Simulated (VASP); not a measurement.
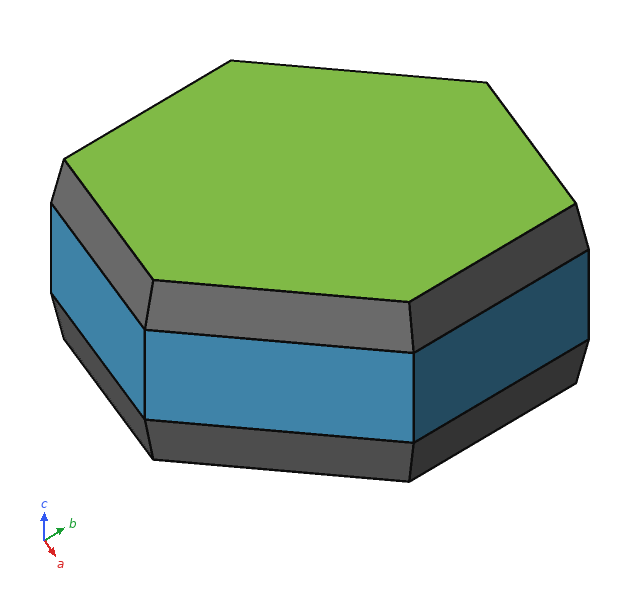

The shape was computed with the Donnay–Harker form of the Bravais–Friedel law: planes with larger spacing d grow more slowly and so show as larger faces; centring, glide planes and screw axes halve or divide d. Faces of one form share a colour. Cell of Te₂Mo: space group P6_3/mmc (No. 194), a = 3.476 Å, b = 3.476 Å, c = 13.770 Å, α = 90.00°, β = 90.00°, γ = 120.00°. Origin: the geometry relaxed with VASP Kohn-Sham DFT of a periodic cell, LDA, VASP PAW LDA potentials, recommended (VASP). Forms under 0.4 % of the area are left out.

> Give the Miller indices of each colour.

green: {002} (d = 6.89 Å, 51 % of the area); blue: {100} (d = 3.01 Å, 25 % of the area); grey: {101} (d = 2.94 Å, 25 % of the area).
